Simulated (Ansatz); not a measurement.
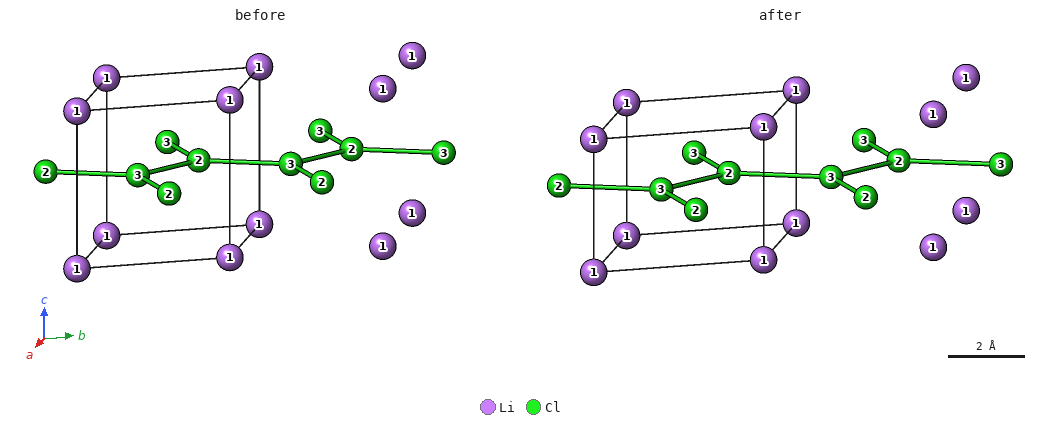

The structure of crystalline LiCl$_{2}$ (a generated structure, set up in P6/mmm) (coarse preliminary run) before (left) and after (right) a relaxation, at one scale.

Style: ball-and-stick. Shown: the cell of the calculation, repeated 1 × 2 × 1 with one cell outlined, slightly off an axis.

The calculation used DFT PBE, scalar-relativistic, plane waves, PAW in Ansatz 0.2.0.

The input:
```yaml
crystal:
  lattice:
    - [4.29335887, 0.0, 0.0]
    - [-2.14667944, 3.71815785, 0.0]
    - [0.0, 0.0, 4.26195001]
  atoms:
    - { symbol: Li, position: [0.0, 0.0, 0.0] }
    - { symbol: Cl, position: [0.33333333, 0.66666667, 0.5] }
    - { symbol: Cl, position: [0.66666667, 0.33333333, 0.5] }
basis:
  ecutwfc: 420
kpoints:
  mp_grid: { grid: [6, 6, 4] }
hamiltonian:
  xc: pbe
scf:
  occupations: { method: gaussian, width: 0.1 }
  lower_state_search: "off"
output:
  forces: true
  stress: true
  eigenvalues: true
relax:
  adjacent_minimum: "off"
  f_tol: 0.04
  max_steps: 70
  cell: { stress_tol: 0.4 }
```

Run as
```bash
ansatz run input.yaml --threads 1 --pin off --max-ram 2048MiB --backend cpu --events-out ev --progress --plain --runs-dir out
```

Summarise the run.

Answer. After 4 accepted moves (5 points after the start) the energy has fallen by 298 meV per atom. All forces vanish by symmetry, so only the cell relaxes. The pressure goes from 7.98 to 0.12 GPa. The SCF was repeated once at an unchanged geometry on a basis and grid sized afresh for the cell, which shifted the energy by 0.3 meV per atom at most. No atom moves by more than 0.005 Å relative to the cell. Cell: a = b 4.293 → 4.769 Å (+11.1 %), c 4.262 → 3.598 Å (−15.6 %). Volume +4.2 %. Some distances before and after: Cl2–Cl3 2.479 → 2.753 Å. The space group stays P6/mmm (No. 191).

Limits of the set-up: an odd number of electrons was run without spin polarisation, which fails if the electron would localise.
